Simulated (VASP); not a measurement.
# ZnS: structure and properties in VASP, part 2 of 3

Aim: relax ZnS with PBE + D3(BJ), compute its properties on that cell and hold them against experiment. The start is a cell from a database of measured crystal structures.

VASP 6.6.1; PBE with D3(BJ); plane waves and PAW (Zn, S).

So far, gap on the k-mesh (eV): step 2 (full relaxation (PBE + D3(BJ))) 2.18. The relaxed cell has a = 5.375 Å (conventional setting).

The database entry behind the starting cell differs from later determinations by our own check (about 0.1 % short), so it need not match the best structure at ambient conditions.

**4. Density, ELF and potential (PBE + D3(BJ))**

The relaxed cell gets a fresh self-consistent run, on a basis set for its own volume, to fix the density and to check the remaining stress.

INCAR

```
SYSTEM = ZnS
PREC = Accurate
ENCUT = 400
EDIFF = 1E-06
NELM = 100
ISMEAR = 0
SIGMA = 0.05
LREAL = .FALSE.
ALGO = Normal
GGA = PE
IVDW = 12
NBANDS = 15
LORBIT = 11
LWAVE = .FALSE.
LCHARG = .TRUE.
ISIF = 2
LELF = .TRUE.
LVHAR = .TRUE.
```

POSCAR

```
ZnS
1.0
    0.0000000000      2.6874314107      2.6874314107
    2.6874314107      0.0000000000      2.6874314107
    2.6874314107      2.6874314107      0.0000000000
Zn S
1 1
Direct
    0.2500000000      0.2500000000      0.2500000000
    0.0000000000      0.0000000000      0.0000000000
```

KPOINTS

```
Automatic mesh
0
Gamma
7 7 7
0 0 0
```

The projector-augmented-wave data sets are Zn and S (PBE family, release 64).

Run with:

```
$ mpirun -np 2 vasp_std
```

Output:

```text
[banner, memory and clock lines left out]
running    2 mpi-ranks, on    1 nodes
 distrk:  each k-point on    2 cores,    1 groups
 distr:  one band on    1 cores,    2 groups

 POSCAR found type information on POSCAR ZnS
 POSCAR found :  2 types and       2 ions
 LDA part: xc-table for (Slater+PW92), standard interpolation
|                                                                             |
|           W    W    AA    RRRRR   N    N  II  N    N   GGGG   !!!           |
|           W    W   A  A   R    R  NN   N  II  NN   N  G    G  !!!           |
|           W    W  A    A  R    R  N N  N  II  N N  N  G       !!!           |
|           W WW W  AAAAAA  RRRRR   N  N N  II  N  N N  G  GGG   !            |
|           WW  WW  A    A  R   R   N   NN  II  N   NN  G    G                |
|           W    W  A    A  R    R  N    N  II  N    N   GGGG   !!!           |
|                                                                             |
|     The number of bands has been changed from the values supplied in        |
|     The orbitals not found in the WAVECAR file will be initialized with     |
|     random numbers, which is usually adequate. For correlated               |
|     calculations, however, you should redo the groundstate calculation.     |
|     I found NBANDS = 15. Now, NBANDS = 16.                                  |
|                                                                             |

 POSCAR, INCAR and KPOINTS ok, starting setup
 FFT: planning ... GRIDC
 FFT: planning ... GRID_SOFT
 FFT: planning ... GRID
 WAVECAR not read
 entering main loop
       N       E                     dE             d eps       ncg     rms          rms(c)
DAV:   1     0.766542092433E+02    0.76654E+02   -0.74281E+03   648   0.113E+03
DAV:   2    -0.243400614964E+01   -0.79088E+02   -0.74222E+02   728   0.236E+02
DAV:   3    -0.722034838160E+01   -0.47863E+01   -0.47697E+01   784   0.578E+01
DAV:   4    -0.726338159917E+01   -0.43033E-01   -0.43021E-01   776   0.573E+00
DAV:   5    -0.726382954401E+01   -0.44794E-03   -0.44794E-03   816   0.544E-01    0.708E+00
DAV:   6    -0.685512387127E+01    0.40871E+00   -0.72962E-01   952   0.301E+01    0.551E+00
DAV:   7    -0.683431887140E+01    0.20805E-01   -0.25951E-01   776   0.456E+00    0.280E+00
DAV:   8    -0.683367767946E+01    0.64119E-03   -0.51810E-03   832   0.899E-01    0.743E-01
DAV:   9    -0.683390388410E+01   -0.22620E-03   -0.12688E-03   784   0.279E-01    0.952E-02
DAV:  10    -0.683407071281E+01   -0.16683E-03   -0.22690E-04   808   0.118E-01    0.407E-02
DAV:  11    -0.683406285377E+01    0.78590E-05   -0.30019E-05   712   0.552E-02    0.787E-03
DAV:  12    -0.683406321525E+01   -0.36148E-06   -0.31139E-06   824   0.167E-02
   1 F= -.74615550E+01 E0= -.74615550E+01  d E =-.634916E-14
```

Wall time 8 s (2 MPI ranks of AMD EPYC 7R43, shared host); peak memory 0.21 GiB; 14 s of CPU time.

OUTCAR, selected parts (step 4):

```text
The static configuration has the point symmetry T_d .

 Found     20 irreducible k-points:

   k-points           NKPTS =     20   k-points in BZ     NKDIM =     20   number of bands    NBANDS=     16

   NELECT =      18.0000    total number of electrons

 E-fermi :   2.5089

 k-point     1 :       0.0000    0.0000    0.0000
  band No.  band energies     occupation
    ...
      5      -3.6251      2.00000
      6      -3.6251      2.00000
      7       2.2620      2.00000
      8       2.2620      2.00000
      9       2.2620      2.00000
     10       4.4447      0.00000
     11       8.6441      0.00000
     12       8.6441      0.00000
     13       8.6441      0.00000
     14      14.0423      0.00000
    ...

 k-point     2 :       0.1429    0.0000    0.0000
  band No.  band energies     occupation
    ...
      5      -3.6270      2.00000
      6      -3.6270      2.00000
      7       0.8920      2.00000
      8       2.0687      2.00000
      9       2.0687      2.00000
     10       5.3961      0.00000
     11       8.5856      0.00000
     12       8.9677      0.00000
     13       8.9677      0.00000
     14      13.3479      0.00000
    ...

 Edisp (eV)   -0.62749

  Total       0.00038     0.00038     0.00038     0.00000    -0.00000     0.00000
  in kB       0.01550     0.01550     0.01550     0.00000    -0.00000     0.00000
  external pressure =        0.02 kB  Pullay stress =        0.00 kB

 POSITION                                       TOTAL-FORCE (eV/Angst)
 -----------------------------------------------------------------------------------
      1.34372      1.34372      1.34372        -0.000000      0.000000     -0.000000
      0.00000      0.00000      0.00000         0.000000     -0.000000      0.000000
 -----------------------------------------------------------------------------------
    total drift:                               -0.000001     -0.000001     -0.000001

  FREE ENERGIE OF THE ION-ELECTRON SYSTEM (eV)
  ---------------------------------------------------
  free  energy   TOTEN  =        -7.4615550346 eV

  energy  without entropy=       -7.4615550346  energy(sigma->0) =       -7.46155503

[... 8 parts as in an earlier step ...]

[... 5 further parts left out ...]
```

Numbers from this step:

```
SCF cycles   : 12
bands        : 16
Fermi energy : 2.509 eV
pressure     : 0.00155 GPa
```

Valence electrons inside each PAW sphere by angular momentum. Sphere charges, by row:

```csv
atom,s (e),p (e),d (e),tot (e)
Zn1,0.524,0.49,9.801,10.81
S2,1.314,2.444,0,3.759
```

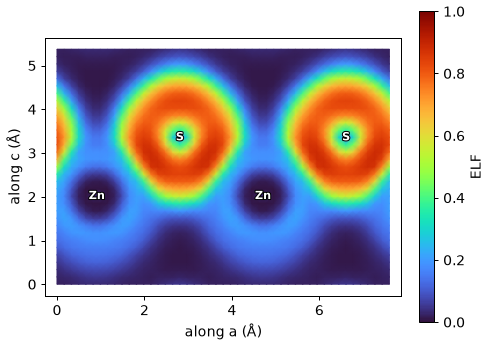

ELF in the ac plane of a cell with a along [110], b along [-110] and c along [001] of the cube at fractional y = 0.000, with atoms of Zn and S within 0.2 Å of it. It is the smooth field of the valence electrons, not physical close to the nuclei. The map starts off the cell's origin, so that atoms lie inside it.

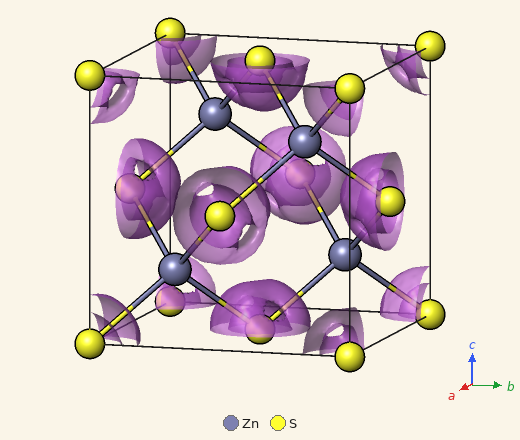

Surface of ELF = 0.81. Bonds to atoms that aren't drawn are left out.

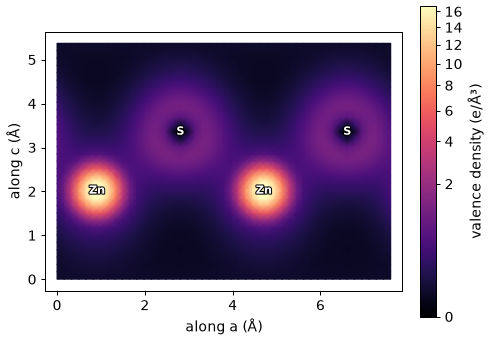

Valence density in the ac plane of a cell with a along [110], b along [-110] and c along [001] of the cube at fractional y = 0.000, with atoms of Zn and S within 0.2 Å of it. It is the smooth field of the valence electrons, not physical close to the nuclei. The map starts off the cell's origin, so that atoms lie inside it. The colour scale is stretched toward low values.

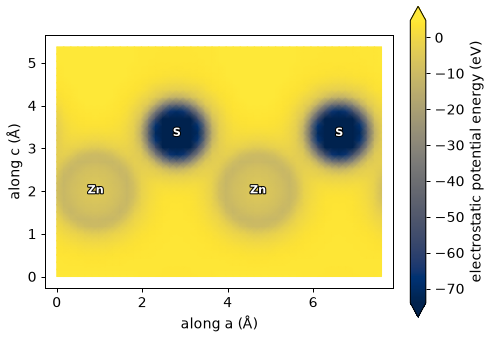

Electrostatic potential energy in the ac plane of a cell with a along [110], b along [-110] and c along [001] of the cube at fractional y = 0.000, with atoms of Zn and S within 0.2 Å of it. With pseudopotentials it is smooth inside the atoms' cores, unlike the true potential. The map starts off the cell's origin, so that atoms lie inside it.

In this run the pressure is 0.00 GPa, small enough to go on.

**5. Band structure (PBE + D3(BJ))**

The mesh alone shows little of the dispersion and can miss band extrema, so KPOINTS_OPT adds a path through the symmetry points after the self-consistent cycle.

INCAR

```
SYSTEM = ZnS
PREC = Accurate
ENCUT = 400
EDIFF = 1E-06
NELM = 100
ISMEAR = 0
SIGMA = 0.05
LREAL = .FALSE.
ALGO = Normal
GGA = PE
IVDW = 12
NBANDS = 21
LORBIT = 11
LWAVE = .FALSE.
LCHARG = .FALSE.
KPAR = 2
```

POSCAR is that of step 4.

KPOINTS is that of step 4.

KPOINTS_OPT

```
Line mode
16
Line-mode
Reciprocal
  0.00000000   0.00000000   0.00000000 GAMMA
  0.50000000   0.00000000   0.50000000 X

  0.50000000   0.00000000   0.50000000 X
  0.50000000   0.25000000   0.75000000 W

  0.50000000   0.25000000   0.75000000 W
  0.37500000   0.37500000   0.75000000 K

  0.37500000   0.37500000   0.75000000 K
  0.00000000   0.00000000   0.00000000 GAMMA

  0.00000000   0.00000000   0.00000000 GAMMA
  0.50000000   0.50000000   0.50000000 L

  0.50000000   0.50000000   0.50000000 L
  0.62500000   0.25000000   0.62500000 U

  0.62500000   0.25000000   0.62500000 U
  0.50000000   0.25000000   0.75000000 W

  0.50000000   0.25000000   0.75000000 W
  0.50000000   0.50000000   0.50000000 L

  0.50000000   0.50000000   0.50000000 L
  0.37500000   0.37500000   0.75000000 K

  0.62500000   0.25000000   0.62500000 U
  0.50000000   0.00000000   0.50000000 X
```

Run with:

```
$ mpirun -np 2 vasp_std
```

Output:

```text
[... set-up lines as in an earlier step ...]
 entering main loop
       N       E                     dE             d eps       ncg     rms          rms(c)
DAV:   1     0.904105894044E+02    0.90411E+02   -0.66001E+03   840   0.843E+02
DAV:   2     0.224020078444E+00   -0.90187E+02   -0.81956E+02   880   0.214E+02
DAV:   3    -0.717793393967E+01   -0.74020E+01   -0.73126E+01  1014   0.572E+01
DAV:   4    -0.726339713472E+01   -0.85463E-01   -0.85408E-01   955   0.615E+00
DAV:   5    -0.726383337635E+01   -0.43624E-03   -0.43623E-03   998   0.450E-01    0.708E+00
DAV:   6    -0.685969723311E+01    0.40414E+00   -0.46798E-01  1129   0.230E+01    0.551E+00
DAV:   7    -0.683461141219E+01    0.25086E-01   -0.16828E-01   970   0.334E+00    0.281E+00
DAV:   8    -0.683375504993E+01    0.85636E-03   -0.51497E-03  1118   0.107E+00    0.677E-01
DAV:   9    -0.683390356048E+01   -0.14851E-03   -0.14827E-03   960   0.261E-01    0.783E-02
DAV:  10    -0.683406243513E+01   -0.15887E-03   -0.22914E-04   945   0.852E-02    0.578E-02
DAV:  11    -0.683406310327E+01   -0.66813E-06   -0.24409E-05   960   0.311E-02    0.151E-02
DAV:  12    -0.683406320233E+01   -0.99064E-07   -0.29580E-06   973   0.865E-03
   1 F= -.74615550E+01 E0= -.74615550E+01  d E =-.515189E-22
 Start KPOINTS_OPT (optional k-point list driver)
k-point batch [1-20\160]
       N       E                     dE             ncg
DAV:   1     0.833634421294E+03   -0.64697E+04      856
DAV:   2    -0.995462919769E+03   -0.18291E+04      886
DAV:   3    -0.113432667586E+04   -0.13886E+03      986
DAV:   4    -0.113575997548E+04   -0.14333E+01      981
DAV:   5    -0.113576700006E+04   -0.70246E-02      980
DAV:   6    -0.113576705835E+04   -0.58287E-04      999
DAV:   7    -0.113576705888E+04   -0.53409E-06      849
[...]
k-point batch [141-160\160]
       N       E                     dE             ncg
DAV:   1     0.731293045204E+03   -0.11612E+05      845
DAV:   2    -0.110207687782E+04   -0.18334E+04      866
DAV:   3    -0.123996970989E+04   -0.13789E+03     1065
DAV:   4    -0.124148303523E+04   -0.15133E+01      953
DAV:   5    -0.124148980798E+04   -0.67727E-02     1014
DAV:   6    -0.124148986085E+04   -0.52869E-04      981
DAV:   7    -0.124148986134E+04   -0.48897E-06      937
```

Elapsed: 44 s, on 2 MPI ranks; peak memory 0.26 GiB.

OUTCAR, selected parts (step 5):

```text
   k-points           NKPTS =     20   k-points in BZ     NKDIM =     20   number of bands    NBANDS=     21

   NELECT =      18.0000    total number of electrons

 E-fermi :   2.5897

 k-point     1 :       0.0000    0.0000    0.0000
  band No.  band energies     occupation
    ...
      5      -3.6251      2.00000
      6      -3.6251      2.00000
      7       2.2618      2.00000
      8       2.2618      2.00000
      9       2.2618      2.00000
     10       4.4447      0.00000
     11       8.6441      0.00000
     12       8.6441      0.00000
     13       8.6441      0.00000
     14      14.0422      0.00000
    ...

 Edisp (eV)   -0.62749

  Total       0.00156     0.00156     0.00156     0.00000     0.00000     0.00000
  in kB       0.06445     0.06445     0.06445     0.00000     0.00000     0.00000
  external pressure =        0.06 kB  Pullay stress =        0.00 kB

  FREE ENERGIE OF THE ION-ELECTRON SYSTEM (eV)
  ---------------------------------------------------
  free  energy   TOTEN  =        -7.4615550217 eV

  energy  without entropy=       -7.4615550217  energy(sigma->0) =       -7.46155502

[... 9 parts as in an earlier step ...]

[... 8 further parts left out ...]
```

This step gave:

* bands: 21
* Fermi energy: 2.590 eV
* pressure: 0.006445 GPa
* least gap on mesh and path: 2.183 eV
* least direct gap on mesh and path: 2.183 eV

The electronic bands at the labelled points (eV, zero at the valence-band top; v1 is the highest filled band, c1 the lowest empty one):

```csv
point,v4,v3,v2,v1,c1,c2,c3,c4
Γ,-5.89,0.00,0.00,0.00,2.18,6.38,6.38,6.38
X,-5.66,-4.62,-2.28,-2.28,3.37,4.07,11.09,12.08
W,-5.47,-4.67,-2.83,-2.78,5.70,6.11,7.91,8.23
K,-5.53,-4.70,-3.19,-1.85,4.11,6.00,9.44,9.83
Γ,-5.89,0.00,0.00,0.00,2.18,6.38,6.38,6.38
L,-5.68,-5.40,-0.89,-0.89,3.34,6.91,6.91,8.94
U,-5.53,-4.70,-3.19,-1.85,4.11,6.00,9.44,9.83
W,-5.47,-4.67,-2.83,-2.78,5.70,6.11,7.91,8.23
L,-5.68,-5.40,-0.89,-0.89,3.34,6.91,6.91,8.94
K,-5.53,-4.70,-3.19,-1.85,4.11,6.00,9.44,9.83
jump to U,-5.53,-4.70,-3.19,-1.85,4.11,6.00,9.44,9.83
X,-5.66,-4.62,-2.28,-2.28,3.37,4.07,11.09,12.08
```

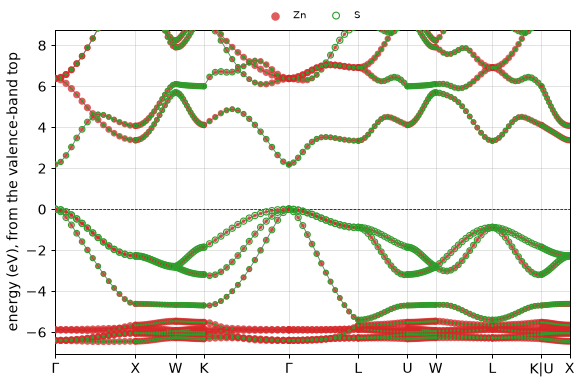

Electronic bands along the path; dots are coloured as in the legend, and their area grows with the weight.

The path finds the gap of the mesh within 0.02 eV, so the mesh comes close to both band edges.

**6. Total and projected DOS (PBE + D3(BJ))**

Here the states are counted by energy and projected on the atoms. The mesh is finer than in the run before.

Edit INCAR of step 5 so:

```diff
@@ -5,3 +5,3 @@
 NELM = 100
-ISMEAR = 0
+ISMEAR = -5
 SIGMA = 0.05
@@ -16 +16,2 @@
 KPAR = 2
+NEDOS = 2001
```

POSCAR is that of step 5.

KPOINTS

```
Automatic mesh
0
Gamma
11 11 11
0 0 0
```

Run with:

```
$ mpirun -np 2 vasp_std
```

Output:

```text
[... set-up lines as in an earlier step ...]
 entering main loop
       N       E                     dE             d eps       ncg     rms          rms(c)
DAV:   1     0.933681882358E+02    0.93368E+02   -0.66816E+03  2365   0.846E+02
DAV:   2     0.213033852377E+00   -0.93155E+02   -0.85038E+02  2479   0.215E+02
DAV:   3    -0.717669602482E+01   -0.73897E+01   -0.73069E+01  2837   0.564E+01
DAV:   4    -0.726380242227E+01   -0.87106E-01   -0.87051E-01  2667   0.620E+00
DAV:   5    -0.726424202053E+01   -0.43960E-03   -0.43959E-03  2773   0.450E-01    0.708E+00
DAV:   6    -0.686047936351E+01    0.40376E+00   -0.46784E-01  3209   0.230E+01    0.551E+00
DAV:   7    -0.683549964563E+01    0.24980E-01   -0.16856E-01  2715   0.335E+00    0.281E+00
DAV:   8    -0.683462958649E+01    0.87006E-03   -0.50759E-03  3177   0.106E+00    0.678E-01
DAV:   9    -0.683477531374E+01   -0.14573E-03   -0.14666E-03  2652   0.259E-01    0.778E-02
DAV:  10    -0.683493300364E+01   -0.15769E-03   -0.22677E-04  2672   0.848E-02    0.570E-02
DAV:  11    -0.683493324135E+01   -0.23771E-06   -0.23994E-05  2687   0.311E-02    0.151E-02
DAV:  12    -0.683493334110E+01   -0.99750E-07   -0.30143E-06  2758   0.872E-03
   1 F= -.74624252E+01 E0= -.74624252E+01  d E =0.000000E+00
```

Run time: 28 s. Hardware: 2 MPI ranks; peak memory 0.27 GiB.

From OUTCAR (step 6):

```text
   k-points           NKPTS =     56   k-points in BZ     NKDIM =     56   number of bands    NBANDS=     21

   NELECT =      18.0000    total number of electrons

 E-fermi :   2.2673

 k-point     1 :       0.0000    0.0000    0.0000
  band No.  band energies     occupation
    ...
      5      -3.6251      2.00000
      6      -3.6251      2.00000
      7       2.2609      2.00000
      8       2.2609      2.00000
      9       2.2609      2.00000
     10       4.4442      0.00000
     11       8.6438      0.00000
     12       8.6438      0.00000
     13       8.6438      0.00000
     14      14.0417      0.00000
    ...

 Edisp (eV)   -0.62749

  Total      -0.00021    -0.00021    -0.00021     0.00000     0.00000     0.00000
  in kB      -0.00861    -0.00861    -0.00861     0.00000     0.00000     0.00000
  external pressure =       -0.01 kB  Pullay stress =        0.00 kB

  FREE ENERGIE OF THE ION-ELECTRON SYSTEM (eV)
  ---------------------------------------------------
  free  energy   TOTEN  =        -7.4624251605 eV

  energy  without entropy=       -7.4624251605  energy(sigma->0) =       -7.46242516

[... 7 parts as in an earlier step ...]

[... 10 further parts left out ...]
```

Numbers from this step:

| Property | Result |
| --- | --- |
| irreducible k-points | 56 |
| Fermi energy | 2.267 eV |
| pressure | -8.61e-4 GPa |

The density of states has structure finer than the step of the table below, so its rows give means over 2 eV, whole bins alone (the curve runs from -12.0 to 10.1 eV). Peaks (eV: height): total -6.3: 23.5, -5.9: 29.4; S p -6.3: 1.25, -4.6: 0.797, -1.0: 0.828, 6.1: 0.346; Zn d -6.3: 20.0, -5.9: 28.3; Zn s -6.4: 0.171, -4.6: 0.738, 4.5: 0.371, 6.1: 0.199; Zn p -2.0: 0.179, 4.4: 0.144, 6.2: 0.268, 7.3: 0.410.

States under -12.0 eV and over 10.1 eV are left out. The density of states by energy, zero at the valence-band top; means over each step; values in states/eV/cell:

```csv
energy (eV),total,S p,Zn d,Zn s,Zn p,S s
-8,0,0,0,0,0,0
-6,5.04,0.159,4.48,0.0445,0.0140,0.0107
-4,0.887,0.213,0.169,0.147,0.0277,0.0223
-2,1.68,0.658,0.177,0.0325,0.152,0.0122
0,0.399,0.189,0.0497,0.00205,0.0263,0.00101
2,0.00732,7.6e-4,4.0e-5,0.00178,9.5e-5,0.00162
4,0.984,0.102,0.0336,0.179,0.0646,0.0667
6,1.08,0.141,0.0407,0.0982,0.126,0.0139
8,1.41,0.162,0.0544,0.0227,0.240,0.0178
```

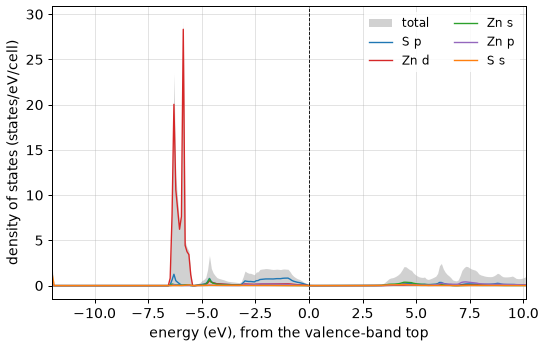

Density of states against energy.

The gap on this mesh is 2.18 eV. In the top eV of the valence band the largest shares in the PAW spheres are S p 47 %, Zn d 12 % and Zn p 7 %; in the lowest eV of the conduction band, Zn s 24 %, S s 21 % and S p 11 %. The rest lies in smaller channels or between the spheres.

[end of part 2 of 3]

[Lines on the potential files, build, host, timing and source positions are cut from VASP's logs without a mark.]

[Logs are printed without paths, hosts, clocks, repeated set-up lines and the standing remarks that a program may print on its own settings, such as how far it seeks lower states.]

[Hosts, paths, dates, database ids (printed as entryN), source tags and the programs' standing remarks are cut or masked in the printed files.]

[A measured line is paired with the nearest computed mode of its activity, which favours agreement.]
